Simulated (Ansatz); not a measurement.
**MoSe$_{2}$: single-point calculation (part 2 of 2)**

The same run, continued: MoSe$_{2}$ (6 atoms in the cell); DFT PBEsol+U+J, scalar-relativistic, plane waves, PAW, U = 7 eV, J = 0.5 eV on Mo atom 1 d; U = 7 eV, J = 0.5 eV on Mo atom 2 d, spin-polarised (Ansatz 0.2.0); cutoff 420 eV, 7×7×2 k-mesh, Gaussian smearing of 0.05 eV, collinear spins. The structure derives from an entry of the Crystallography Open Database. It belongs to a series of runs on one base structure; here: from atoms, default search.

Geometry of the input (Å; fractional positions):
```
3.2880  0.0000  0.0000
-1.6440  2.8475  0.0000
0.0000  0.0000  12.9000
Mo 0.3333  0.6667  0.2500
Mo 0.6667  0.3333  0.7500
Se 0.3333  0.6667  0.6250
Se 0.6667  0.3333  0.1250
Se 0.3333  0.6667  0.8750
Se 0.6667  0.3333  0.3750
```

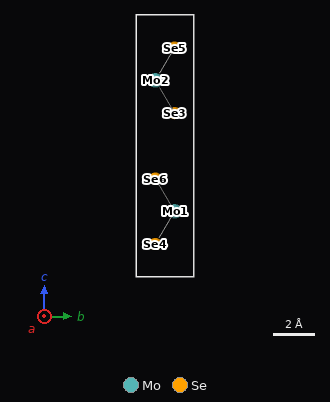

Fig. 1: The structure as given in the input (ball-and-stick view of the cell of the calculation, along the a axis; atoms are numbered from 1 in the order of the input).

**Output, continued**
```
SCF iter   1: F=—  HF=-31479.241013 eV  |F-HF|=—  |Δ(HF+E_count)|=         —  Δρ=3.03e-2 (↑2.83e-3 ↓3.03e-2)  dr2=1.30e0  dr2_m=2.92e-1  M=0.193 μB ∫|m|=1.906 μB  ethr=1.09e-6  ⟨swp⟩=1.0  Hψ=24578  notcnv=0
preconditioner: auto → Kerker (q_TF=auto, 2.607 Å⁻¹)  [metal: Δε(μ)=0.038 eV  Ē_g=9.989 eV  σ=0.050 eV  W_gap=0.37  n_scr=40 (ndim 8)  ℏωp=20.3 eV  f_vac=0.053  D(μ)=2.28/eV (n_scr^D=6)]
spin=Collinear: Kerker preconditioning applied to the charge; magnetization (m = ρ↑ − ρ↓) channel mixes plain (no charge-response kernel on spin).
SCF iter   2: F=—  HF=-31480.126561 eV  |F-HF|=—  |Δ(HF+E_count)|=         —  Δρ=3.85e-3 (↑3.85e-3 ↓1.32e-3)  dr2=3.35e-2  dr2_m=2.98e-3  M=0.443 μB ∫|m|=1.741 μB  ethr=1.09e-6  ⟨swp⟩=1.0  Hψ=18182  notcnv=0
SCF iter   3: F=—  HF=-31480.193864 eV  |F-HF|=—  |Δ(HF+E_count)|=   6.73e-2  Δρ=9.32e-4 (↑7.18e-4 ↓9.32e-4)  dr2=1.10e-3  dr2_m=4.79e-4  M=0.571 μB ∫|m|=2.021 μB  ethr=1.09e-6  ⟨swp⟩=1.0  Hψ=12626  notcnv=0
SCF iter   4: F=—  HF=-31480.198055 eV  |F-HF|=—  |Δ(HF+E_count)|=   4.19e-3  Δρ=1.44e-4 (↑1.44e-4 ↓1.30e-4)  dr2=3.39e-5  dr2_m=1.01e-5  M=0.571 μB ∫|m|=2.152 μB  ethr=1.09e-6  ⟨swp⟩=1.0  Hψ=11265  notcnv=0
SCF iter   5: F=—  HF=-31480.198101 eV  |F-HF|=—  |Δ(HF+E_count)|=   4.66e-5  Δρ=2.89e-5 (↑2.89e-5 ↓2.67e-5)  dr2=2.32e-6  dr2_m=2.18e-7  M=0.571 μB ∫|m|=2.156 μB  ethr=3.69e-8  ⟨swp⟩=1.0  Hψ=10741  notcnv=0
SCF iter   6: F=—  HF=-31480.198101 eV  |F-HF|=—  |Δ(HF+E_count)|=   1.65e-7  Δρ=5.34e-6 (↑5.11e-6 ↓5.34e-6)  dr2=1.04e-7  dr2_m=1.39e-8  M=0.571 μB ∫|m|=2.156 μB  ethr=2.53e-9  ⟨swp⟩=1.0  Hψ=9370  notcnv=0
SCF iter   7: F=—  HF=-31480.198102 eV  |F-HF|=—  |Δ(HF+E_count)|=   9.21e-7  Δρ=2.76e-6 (↑1.87e-6 ↓2.76e-6)  dr2=3.91e-9  dr2_m=5.04e-9  M=0.571 μB ∫|m|=2.157 μB  ethr=1.09e-10  ⟨swp⟩=1.0  Hψ=10953  notcnv=0
SCF iter   8: F=-31480.198102 eV  HF=-31480.198102 eV  |F-HF|=1.24e-10  |Δ(HF+E_count)|=   3.04e-8  Δρ=4.08e-7 (↑4.08e-7 ↓3.00e-7)  dr2=3.15e-10  dr2_m=5.22e-11  M=0.571 μB ∫|m|=2.157 μB  ethr=4.25e-12  ⟨swp⟩=1.0  Hψ=10626  notcnv=0
SCF iter   9: F=-31480.198102 eV  HF=-31480.198102 eV  |F-HF|=1.24e-10  |Δ(HF+E_count)|=    0.00e0  Δρ=4.07e-7 (↑4.07e-7 ↓3.00e-7)  dr2=3.13e-10  dr2_m=5.23e-11  M=0.571 μB ∫|m|=2.157 μB  ethr=1.00e-12  ⟨swp⟩=1.0  Hψ=11413  notcnv=0
SCF 2 converged in 9 iterations: F = -31480.198102 eV  dr2 = 3.13e-10
  greatest PAW one-centre occupation: 1.000 electrons in one spin orbital (limit 2), on the Se atom at site 5 (counted from 0), in its partial waves of l = 2
SCF iter   1: F=—  HF=-31479.255273 eV  |F-HF|=—  |Δ(HF+E_count)|=         —  Δρ=2.96e-2 (↑1.66e-3 ↓2.96e-2)  dr2=1.35e0  dr2_m=2.59e-1  M=0.000 μB ∫|m|=1.943 μB  ethr=1.09e-6  ⟨swp⟩=1.0  Hψ=24553  notcnv=0
preconditioner: auto → Kerker (q_TF=auto, 2.607 Å⁻¹)  [metal: Δε(μ)=0.028 eV  Ē_g=9.991 eV  σ=0.050 eV  W_gap=0.30  n_scr=40 (ndim 8)  ℏωp=20.3 eV  f_vac=0.053  D(μ)=0.71/eV (n_scr^D=4)]
spin=Collinear: Kerker preconditioning applied to the charge; magnetization (m = ρ↑ − ρ↓) channel mixes plain (no charge-response kernel on spin).
SCF iter   2: F=—  HF=-31480.232115 eV  |F-HF|=—  |Δ(HF+E_count)|=         —  Δρ=5.89e-3 (↑5.89e-3 ↓5.47e-3)  dr2=5.35e-1  dr2_m=1.74e-3  M=0.102 μB ∫|m|=1.779 μB  ethr=1.09e-6  ⟨swp⟩=1.0  Hψ=17459  notcnv=0
SCF iter   3: F=—  HF=-31480.230557 eV  |F-HF|=—  |Δ(HF+E_count)|=   1.56e-3  Δρ=1.05e-3 (↑1.05e-3 ↓9.95e-4)  dr2=4.12e-4  dr2_m=1.03e-3  M=0.000 μB ∫|m|=2.039 μB  ethr=1.09e-6  ⟨swp⟩=1.0  Hψ=12111  notcnv=0
SCF iter   4: F=—  HF=-31480.292559 eV  |F-HF|=—  |Δ(HF+E_count)|=   6.20e-2  Δρ=1.29e-4 (↑4.23e-5 ↓1.29e-4)  dr2=2.10e-5  dr2_m=4.82e-6  M=0.000 μB ∫|m|=2.929 μB  ethr=4.48e-7  ⟨swp⟩=1.0  Hψ=10074  notcnv=0
SCF iter   5: F=—  HF=-31480.292587 eV  |F-HF|=—  |Δ(HF+E_count)|=   2.75e-5  Δρ=9.93e-6 (↑9.93e-6 ↓7.30e-6)  dr2=1.73e-7  dr2_m=3.75e-8  M=0.000 μB ∫|m|=2.928 μB  ethr=2.28e-8  ⟨swp⟩=1.0  Hψ=9438  notcnv=0
SCF iter   6: F=-31480.292587 eV  HF=-31480.292587 eV  |F-HF|=4.89e-9  |Δ(HF+E_count)|=   1.49e-7  Δρ=1.91e-6 (↑1.34e-6 ↓1.91e-6)  dr2=7.65e-9  dr2_m=8.50e-10  M=0.000 μB ∫|m|=2.928 μB  ethr=1.09e-10  ⟨swp⟩=1.0  Hψ=10622  notcnv=0
SCF iter   7: F=-31480.292587 eV  HF=-31480.292587 eV  |F-HF|=4.77e-9  |Δ(HF+E_count)|=  2.55e-11  Δρ=1.90e-6 (↑1.34e-6 ↓1.90e-6)  dr2=7.51e-9  dr2_m=8.60e-10  M=0.000 μB ∫|m|=2.928 μB  ethr=8.31e-12  ⟨swp⟩=1.0  Hψ=13061  notcnv=0
SCF 3 converged in 7 iterations: F = -31480.292587 eV  dr2 = 7.51e-9
an SCF from another whole filling of 2 corrected shells (2 electrons), with 16 of the crystal's symmetry operations given up (32 k-points in place of 16), reached no lower state that the run goes on to. This is no proof of a minimum. Whole fillings of corrected shells: 2 of 2 tried, 0 with no close
Symmetry: 4 space group operations
k-points: 32 of 98 (time reversal used)
Initial wavefunctions: those read from a saved state, or passed on in memory by an earlier step or the calling program
iter 1 solved again at ethr=7.90e-12 eV; its pass at ethr=1.09e-6 eV (dr2=7.26e-9 eV) is discarded
SCF iter   1: F=—  HF=-31480.292587 eV  |F-HF|=—  |Δ(HF+E_count)|=         —  Δρ=1.22e-6 (↑1.22e-6 ↓9.50e-7)  dr2=7.26e-9  dr2_m=8.45e-10  M=0.000 μB ∫|m|=2.928 μB  ethr=7.90e-12  ⟨swp⟩=1.0  Hψ=15479  notcnv=0
preconditioner: auto → Resta (q_TF=auto, 2.607 Å⁻¹)  ε∞=5.2  [insulator: Δε(μ)=0.093 eV  Ē_g=9.894 eV  σ=0.050 eV  W_gap=0.79  n_scr=40 (ndim 8)  ℏωp=20.3 eV  f_vac=0.053  D(μ)=1.28/eV (n_scr^D=4)  ε∞_Penn≈5.2]
spin=Collinear: Resta preconditioning applied to the charge; magnetization (m = ρ↑ − ρ↓) channel mixes plain (no charge-response kernel on spin).
SCF iter   2: F=—  HF=-31480.292555 eV  |F-HF|=—  |Δ(HF+E_count)|=   3.17e-5  Δρ=2.79e-5 (↑2.79e-5 ↓2.64e-5)  dr2=2.84e-6  dr2_m=8.21e-8  M=0.000 μB ∫|m|=2.926 μB  ethr=1.09e-6  ⟨swp⟩=1.0  Hψ=10120  notcnv=0
SCF iter   3: F=—  HF=-31480.292586 eV  |F-HF|=—  |Δ(HF+E_count)|=   3.04e-5  Δρ=5.55e-6 (↑3.19e-6 ↓5.55e-6)  dr2=4.39e-8  dr2_m=7.66e-9  M=0.000 μB ∫|m|=2.928 μB  ethr=1.09e-10  ⟨swp⟩=2.0  Hψ=11055  notcnv=0
SCF iter   4: F=-31480.292587 eV  HF=-31480.292587 eV  |F-HF|=2.74e-9  |Δ(HF+E_count)|=   1.24e-6  Δρ=8.59e-7 (↑6.57e-7 ↓8.59e-7)  dr2=4.27e-9  dr2_m=1.24e-10  M=0.000 μB ∫|m|=2.928 μB  ethr=1.09e-10  ⟨swp⟩=1.0  Hψ=7681  notcnv=0
an SCF along what the orbitals of the run's state read of its open shells (or to have them read: on a GPU, or by another smearing), with 20 of the crystal's symmetry operations given up (32 k-points in place of 16), reached no lower state that the run goes on to. This is no proof of a minimum
iter 1 solved again at ethr=7.90e-12 eV; its pass at ethr=1.09e-6 eV (dr2=7.26e-9 eV) is discarded
SCF iter   1: F=—  HF=-31480.292587 eV  |F-HF|=—  |Δ(HF+E_count)|=         —  Δρ=1.22e-6 (↑1.22e-6 ↓9.50e-7)  dr2=7.26e-9  dr2_m=8.45e-10  M=-0.000 μB ∫|m|=2.928 μB  ethr=7.90e-12  ⟨swp⟩=1.0  Hψ=7747  notcnv=0
spin=Collinear: Resta preconditioning applied to the charge; magnetization (m = ρ↑ − ρ↓) channel mixes plain (no charge-response kernel on spin).
SCF iter   2: F=—  HF=-31479.390121 eV  |F-HF|=—  |Δ(HF+E_count)|=   9.02e-1  Δρ=1.86e-2 (↑1.86e-2 ↓1.22e-2)  dr2=2.27e0  dr2_m=1.43e-1  M=-1.257 μB ∫|m|=3.985 μB  ethr=1.09e-6  ⟨swp⟩=1.2  Hψ=9591  notcnv=0
preconditioner: auto → Kerker (q_TF=auto, 2.607 Å⁻¹)  [metal: Δε(μ)=0.041 eV  Ē_g=9.860 eV  σ=0.050 eV  W_gap=0.44  n_scr=40 (ndim 8)  ℏωp=20.3 eV  f_vac=0.045  D(μ)=6.09/eV (n_scr^D=66)]
spin=Collinear: Kerker preconditioning applied to the charge; magnetization (m = ρ↑ − ρ↓) channel mixes plain (no charge-response kernel on spin).
SCF iter   3: F=—  HF=-31479.184790 eV  |F-HF|=—  |Δ(HF+E_count)|=   2.05e-1  Δρ=1.07e-2 (↑9.99e-3 ↓1.07e-2)  dr2=3.57e-2  dr2_m=1.04e-1  M=-1.257 μB ∫|m|=3.518 μB  ethr=5.26e-6  ⟨swp⟩=1.0  Hψ=6183  notcnv=0
SCF iter   4: F=—  HF=-31480.291547 eV  |F-HF|=—  |Δ(HF+E_count)|=    1.11e0  Δρ=1.09e-3 (↑1.09e-3 ↓5.37e-4)  dr2=5.60e-3  dr2_m=3.64e-4  M=-0.000 μB ∫|m|=3.021 μB  ethr=1.47e-5  ⟨swp⟩=1.0  Hψ=5362  notcnv=0
SCF iter   5: F=—  HF=-31480.292586 eV  |F-HF|=—  |Δ(HF+E_count)|=   1.04e-3  Δρ=3.81e-5 (↑3.57e-5 ↓3.81e-5)  dr2=2.63e-6  dr2_m=3.93e-7  M=-0.000 μB ∫|m|=2.931 μB  ethr=1.09e-6  ⟨swp⟩=1.0  Hψ=5034  notcnv=0
an SCF towards Hund's moment on open shells that bore less, with the run's symmetry operations kept, reached no lower state that the run goes on to. This is no proof of a minimum
iter 1 solved again at ethr=7.90e-12 eV; its pass at ethr=1.09e-6 eV (dr2=7.26e-9 eV) is discarded
SCF iter   1: F=—  HF=-31480.292587 eV  |F-HF|=—  |Δ(HF+E_count)|=         —  Δρ=1.22e-6 (↑1.22e-6 ↓9.50e-7)  dr2=7.26e-9  dr2_m=8.45e-10  M=-0.000 μB ∫|m|=2.928 μB  ethr=7.90e-12  ⟨swp⟩=1.0  Hψ=7747  notcnv=0
spin=Collinear: Resta preconditioning applied to the charge; magnetization (m = ρ↑ − ρ↓) channel mixes plain (no charge-response kernel on spin).
SCF iter   2: F=—  HF=-31480.049590 eV  |F-HF|=—  |Δ(HF+E_count)|=   2.43e-1  Δρ=3.14e-2 (↑8.25e-3 ↓3.14e-2)  dr2=2.66e0  dr2_m=2.61e-1  M=-4.000 μB ∫|m|=7.674 μB  ethr=1.09e-6  ⟨swp⟩=1.2  Hψ=10256  notcnv=0
preconditioner: auto → Kerker (q_TF=auto, 2.607 Å⁻¹)  [metal: Δε(μ)=0.039 eV  Ē_g=10.653 eV  σ=0.050 eV  W_gap=0.41  n_scr=40 (ndim 8)  ℏωp=20.3 eV  f_vac=0.041  D(μ)=2.32/eV (n_scr^D=6)]
spin=Collinear: Kerker preconditioning applied to the charge; magnetization (m = ρ↑ − ρ↓) channel mixes plain (no charge-response kernel on spin).
SCF iter   3: F=—  HF=-31480.164673 eV  |F-HF|=—  |Δ(HF+E_count)|=   1.15e-1  Δρ=2.69e-3 (↑2.69e-3 ↓2.53e-3)  dr2=3.04e-2  dr2_m=3.69e-3  M=-4.000 μB ∫|m|=6.290 μB  ethr=2.56e-5  ⟨swp⟩=1.0  Hψ=6229  notcnv=0
SCF iter   4: F=—  HF=-31480.180421 eV  |F-HF|=—  |Δ(HF+E_count)|=   1.57e-2  Δρ=3.09e-4 (↑2.21e-4 ↓3.09e-4)  dr2=3.39e-4  dr2_m=3.28e-5  M=-4.000 μB ∫|m|=5.942 μB  ethr=1.35e-6  ⟨swp⟩=1.0  Hψ=5837  notcnv=0
an SCF towards Hund's moment on open shells that bore less, with the run's symmetry operations kept, reached no lower state that the run goes on to. This is no proof of a minimum
SCF converged after 38 iterations
Magnetization: -0.0000 μB (46.0000 up, 46.0000 down)
Absolute magnetization: 2.9833 μB (∫|ρ↑−ρ↓|, with the PAW one-centre terms)
Spin contamination: 1.6890 ħ² per cell (⟨S²⟩ above its minimum at these occupations)
Per-site moments (μB) at R_I (Å): [(-0.2946065965872752, 1.0274317352800983), (-0.2946065965872755, 1.0274317352800983), (0.13696104480212637, 1.0274317352800986), (0.13696104480212637, 1.0274317352800983), (0.1369610448021263, 1.0274317352800983), (0.1369610448021263, 1.0274317352800986)]
Free energy (F): -31480.292587 eV
Harris-Foulkes:  -31480.292587 eV  (|F-HF|=6.26e-10)
Internal energy: -31480.290987 eV  (E = F + TS)
E sigma→0 (E₀):  -31480.291787 eV
Entropy (-TS):   -0.001600 eV (-0.267 meV/atom)
Fermi energy:    12.469067 eV
--- Per-component energies (eV) ---
  E_band       = -1638.813422
  E_kinetic    = 1371.236564
  E_local      = -12171.432565  (includes V_loc(G=0)·N_el)
  E_nonlocal   = -2076.849624
  E_hartree    = 5761.580731
  E_xc         = -783.038010
  E_vxc        = -855.688706  (∫ρ·V_xc dr)
  E_hubbard    = 12.562069  (on-site DFT+U / exact-exchange correction)
  E_vhub       = -8.792459  (the Hubbard potential's part of the band-sum identity)
  E_paw        = -13760.433465  (= ΣΔE_a)
  E_vpaw       = 579.546798  (= ΣTr[D̂ρ^β])
  E_aug_tail   = -0.002311  (compensation charges beyond the density's cutoff)
  E_ewald      = -9838.366777
  E_core_change = 4.452400  (= ΣΔE_core)
  E_smearing   = -0.001600  (= −TS)
  E_closure    = 0.000000  (closes the sum)
  Σ components = -31480.292587   (vs F -31480.292587, Δ=0.00e0)
--- DFT+U+J on-site energies (Liechtenstein; fll double counting; per corrected site; eV) ---
  site 0 (l=d): U=7.0000  J=0.5000  Tr N=5.2179  E_int=81.189349  E_dc=74.908314  E_U=6.281034
  site 1 (l=d): U=7.0000  J=0.5000  Tr N=5.2179  E_int=81.189349  E_dc=74.908314  E_U=6.281034
--- Forces (eV/Å), atoms counted from 1 ---
  atom   1  Mo     0.00000000    -0.00000000     0.00000000
  atom   2  Mo    -0.00000000     0.00000000     0.00000000
  atom   3  Se    -0.00000000    -0.00000000    -1.12650865
  atom   4  Se    -0.00000000     0.00000000    -1.12650865
  atom   5  Se    -0.00000000    -0.00000000     1.12650865
  atom   6  Se     0.00000000     0.00000000     1.12650865
  max |Σ_I F_I| component: 1.16e-17 eV/Å
--- Stress (GPa, compression-positive) ---
       11.836305      -0.000000       0.000000
       -0.000000      11.836305       0.000000
        0.000000       0.000000      10.094933
  P = ⅓ Tr σ = 11.2558 GPa (112.558 kbar)
--- Band table (eV; the first three rows and the last of 32) ---
  k-point 0 ↑: bands = ["-48.4012", "-48.3999", "-35.3959", "-35.3959", "-35.3958", "-35.3958", "-35.3952", "-35.3952", "-35.3952", "-35.3952", "-35.3618", "-35.3618", "-35.3616", "-35.3616", "-35.3609", "-35.3609", "-35.3607", "-35.3607", "-35.3504", "-35.3502", "-35.3460", "-35.3457", "-22.9628", "-22.9628", "-22.2632", "-22.2632", "-22.2632", "-22.2632", "-2.6981", "-2.4576", "-1.5754", "-1.2042", "4.6933", "5.2607", "9.0758", "9.4347", "10.6499", "10.6499", "10.6782", "10.6782", "10.8653", "10.8717", "10.8717", "10.9183", "10.9183", "11.5458", "15.0500", "15.0500", "15.0889", "15.0889", "15.8675", "15.8675", "16.0364", "16.0364", "17.5497", "17.9991", "20.1698", "20.2977"]
  k-point 1 ↑: bands = ["-48.4005", "-48.4005", "-35.3958", "-35.3958", "-35.3958", "-35.3958", "-35.3952", "-35.3952", "-35.3952", "-35.3952", "-35.3618", "-35.3618", "-35.3618", "-35.3618", "-35.3608", "-35.3608", "-35.3608", "-35.3608", "-35.3503", "-35.3503", "-35.3458", "-35.3458", "-22.9629", "-22.9629", "-22.2632", "-22.2632", "-22.2632", "-22.2632", "-2.5942", "-2.5942", "-1.3761", "-1.3761", "4.9649", "4.9649", "9.2801", "9.2801", "10.6626", "10.6626", "10.6626", "10.6626", "10.8965", "10.8965", "10.8965", "10.8965", "11.1768", "11.1768", "15.0668", "15.0668", "15.0668", "15.0668", "15.9540", "15.9540", "15.9540", "15.9540", "17.8207", "17.8207", "20.3456", "20.3456"]
  k-point 2 ↑: bands = ["-48.3935", "-48.3927", "-35.3957", "-35.3957", "-35.3954", "-35.3953", "-35.3950", "-35.3949", "-35.3944", "-35.3943", "-35.3620", "-35.3619", "-35.3618", "-35.3617", "-35.3613", "-35.3611", "-35.3610", "-35.3607", "-35.3497", "-35.3496", "-35.3455", "-35.3453", "-22.9504", "-22.9504", "-22.3208", "-22.3206", "-22.2753", "-22.2753", "-2.4078", "-2.1719", "-1.4064", "-1.0649", "5.0886", "5.6392", "8.7509", "9.3492", "9.6104", "9.8762", "9.8839", "10.4188", "10.4798", "10.7519", "10.7567", "10.7910", "10.8489", "11.6720", "14.6260", "14.8623", "15.0657", "15.3031", "15.4526", "15.5706", "15.5876", "15.7755", "18.8033", "19.2912", "20.6050", "21.2637"]
  k-point 15 ↓: bands = ["-48.6010", "-48.6010", "-35.3674", "-35.3674", "-35.3665", "-35.3665", "-35.3654", "-35.3654", "-35.3650", "-35.3650", "-35.3355", "-35.3355", "-35.3342", "-35.3342", "-35.3334", "-35.3334", "-35.3329", "-35.3329", "-35.3176", "-35.3176", "-35.3138", "-35.3138", "-23.1030", "-23.1030", "-23.0210", "-23.0210", "-22.4569", "-22.4569", "-0.6034", "-0.6034", "-0.2433", "-0.2433", "6.5694", "6.5694", "6.7492", "6.7492", "7.7860", "7.7860", "8.3524", "8.3524", "9.0012", "9.0012", "10.0817", "10.0817", "10.3344", "10.3344", "13.5969", "13.5969", "14.6822", "14.6822", "15.4843", "15.4843", "16.3330", "16.3330", "18.6553", "18.6553", "19.7924", "19.7924"]
Occupation matrices written to [file]
--- Löwdin populations: 6 sites ---
  site symbol       q [e]    m [muB]
     0     Mo     13.7032    -0.4358
     1     Mo     13.7032    -0.4358
     2     Se     16.0654     0.2206
     3     Se     16.0654     0.2206
     4     Se     16.0654     0.2206
     5     Se     16.0654     0.2206
  spilling = 0.003609 (of n_electrons = 92.000000)
--- Occupation matrices: 2 shells (run DFT+U table (all-electron-ortho-atomic); ε = 2.85e-3) ---
  Mo0 d_4D: site group D3h (-6m2)
  Mo0 d_4D up     Tr n = 2.3911  λ = 0.278 0.278 0.457 0.457 0.921  [2× x2-y2 0.50 E'(1.00) | 2× xz 0.50 E''(1.00) | z2 1.00 A1'(1.00)]
  Mo0 d_4D dn     Tr n = 2.8269  λ = 0.212 0.522 0.522 0.786 0.786  [z2 1.00 A1'(1.00) | 2× xz 0.50 E''(1.00) | 2× x2-y2 0.50 E'(1.00)]
  Mo1 d_4D: site group D3h (-6m2)
  Mo1 d_4D up     Tr n = 2.3911  λ = 0.278 0.278 0.457 0.457 0.921  [2× x2-y2 0.50 E'(1.00) | 2× xz 0.50 E''(1.00) | z2 1.00 A1'(1.00)]
  Mo1 d_4D dn     Tr n = 2.8269  λ = 0.212 0.522 0.522 0.786 0.786  [z2 1.00 A1'(1.00) | 2× xz 0.50 E''(1.00) | 2× x2-y2 0.50 E'(1.00)]
  Tr n, λ and their labels are of the run-group-symmetrised matrices; stabiliser: 24 of 48 elements of G0×{1,Θ} (closed), max defect 2.5e-15 at τ = 6.0e-4
```

**Results in brief**

| quantity | value |
| --- | --- |
| outcome | converged |
| space group (tolerance 0.01 Å) | P6₃/mmc (194) |
| electrons treated | 92 |
| free energy | −31480.2926 eV |
| Fermi energy | 12.469 eV |
| gap on the k-point mesh | none (metallic) |
| net moment of the cell | 0.00 μB |
| integrated absolute moment | 2.98 μB |
| pressure | 11.26 GPa |
| largest force (length of the vector) | 1.127 eV/Å |
| hardware | 4 threads of Arm Neoverse V2, 24 GiB of memory available, shared host |
| wall time | 3.7 min (CPU time 14 min) |
| peak memory | 1.6 GiB |

**Remarks**

The cell is under a pressure of 11.3 GPa at this level, so it is not at its equilibrium volume.
